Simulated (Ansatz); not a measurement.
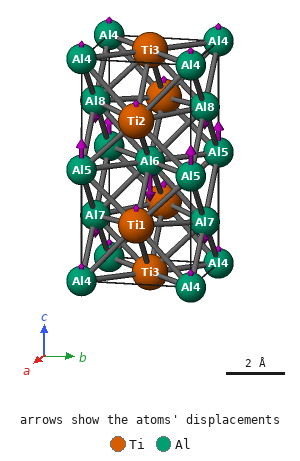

One vibrational mode of crystalline Ti$_{3}$Al$_{5}$ at the zone centre. The purple arrows give the relative displacements of the atoms. Style: ball-and-stick. Shown: the cell of the calculation, slightly off an axis.

These are results of DFT LDA, scalar-relativistic, plane waves, PAW in Ansatz 0.2.0, not measurements. Set-up: plane-wave cutoff 420 eV; k-point mesh 10 × 10 × 6; occupations fermi dirac; smearing width 0.15 eV; no spin polarisation.

The frequencies depend somewhat on the k-mesh and the smearing.

Give the symmetry, activity and frequency of this mode.

This is the B₁u mode at 36.0 meV, optical level 12 of 21, counted from below, infrared-active by symmetry. The Ti (1f) atoms hardly move; the Al (1h) and Al (2s) sublattices move against the Al (1c) and Ti (2r) and Al (1a) sublattices, along c; the kinetic energy is shared as Al 89 %, Ti 11 %. The crystal is a metal, so free carriers screen the infrared response.
